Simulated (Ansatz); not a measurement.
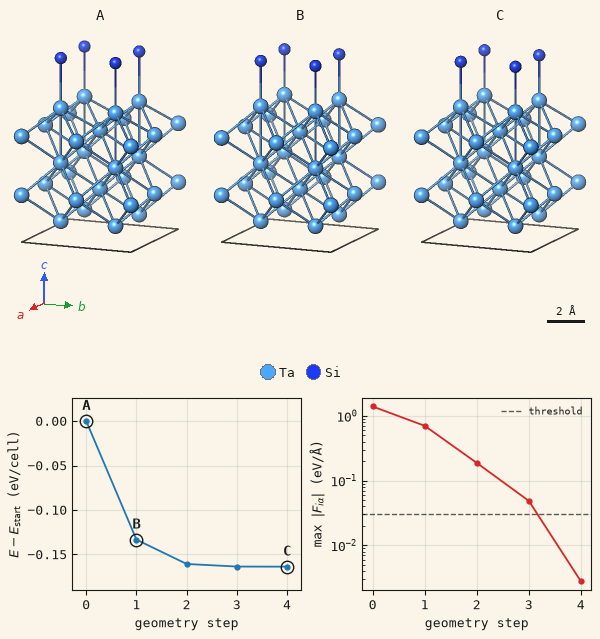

Frames of a constrained relaxation of a slab of composition Ta₅Si (cut from the Im-3m phase), marked on the history of the run. A ball-and-stick model of the 2 × 2 repeat of the cell, outlined in the plane, without the vacuum, seen slightly off an axis.

Case: Si put at a top Ta site. The slab is the (1 0 0) face of Ta with Si on it. 2 atoms are held fixed.

Method: DFT PBEsol, scalar-relativistic, plane waves, PAW (Ansatz 0.2.0).

Input
```yaml
crystal:
  lattice:
    - [3.2805195246, 0.0, 0.0]
    - [0.0, 3.2805195246, 0.0]
    - [0.0, 0.0, 25.5610390493]
  atoms:
    - { symbol: Ta, position: [0.5, 0.5, 0.3325373427] }
    - { symbol: Ta, position: [0.0, 0.0, 0.3967076512] }
    - { symbol: Ta, position: [0.5, 0.5, 0.4611411122] }
    - { symbol: Ta, position: [0.0, 0.0, 0.5263369554] }
    - { symbol: Ta, position: [0.5, 0.5, 0.5815099114] }
    - { symbol: Si, position: [0.5, 0.5, 0.6918340651] }
basis:
  ecutwfc: 420
kpoints:
  mp_grid: { grid: [9, 9, 1] }
hamiltonian:
  xc: pbesol
scf:
  occupations: { method: gaussian, width: 0.1 }
output:
  forces: true
  eigenvalues: true
  write_density: true
  write_potential: true
  elf: true
  volumetric_format: npy
relax:
  adjacent_minimum: "off"
  f_tol: 0.03
  max_steps: 70
  constraints: [{ sites: [0, 1] }]
efield:
  axis: 3
  dipole_correction: true
  ramp_width: 0.04
```

Launched with:
```bash
ansatz run input.yaml --threads 1 --pin off --max-ram 2560MiB --backend cpu --events-out ev --progress --plain --runs-dir out
```

Describe the path.

Answer. The atom that moves furthest is Si6 (0.21 Å along the normal (−c)). By element the largest moves are Si 0.21 Å, Ta 0.06 Å. The lattice vectors keep their values. Some distances before and after: Ta5–Si6 2.820 → 2.551 Å, Ta3–Ta5 3.077 → 3.149 Å, Ta4–Ta5 2.715 → 2.765 Å, Ta2–Ta4 3.313 → 3.276 Å. Bond angles that change, for instance: Ta4–Ta5–Ta4 117.4° → 114.0°. Over 4 geometry steps the energy falls by 0.164 eV per cell of the calculation. The largest force component goes from 1.4 to 0.0028 eV/Å. From step 0 to 1: Si6 moves most (0.16 Å), energy −0.133 eV per cell of the calculation. From step 1 to 4: Si6 moves most (0.05 Å), energy −30.4 meV per cell of the calculation.

Limits of the set-up: the periodic images lie only 3.3 Å apart, so the values are limited by the cell's size.
